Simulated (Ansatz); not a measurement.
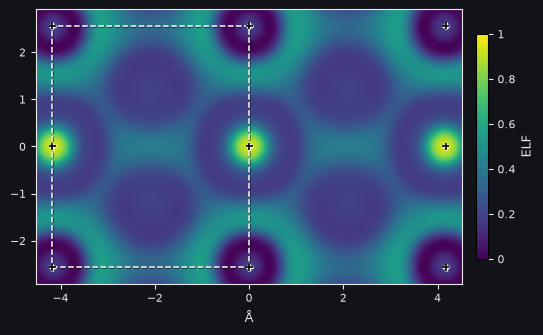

The ELF on a plane through atoms (crosses mark nuclei in the plane).

Computed with Ansatz, DFT PBEsol, scalar-relativistic, plane waves, PAW.

Candidates:
A. InAs, a = 6.09 Å, b = 6.09 Å, c = 6.09 Å, α = 90.00°, β = 90.00°, γ = 90.00°. Space group F-43m.
B. AlCu$_{3}$, a = 4.18 Å, b = 5.12 Å, c = 4.47 Å, α = 90.00°, β = 90.00°, γ = 90.00°. Space group Pmmn; a structure from a database of computed crystals, not necessarily the ambient phase; computed without spin polarisation.

Q: Which candidate gave the map?

A: Candidate B: AlCu$_{3}$ on the (001) plane of the conventional cell, which holds Al and Cu. Al–Cu (2.56 Å): the ELF is about 0.40 at the midpoint.
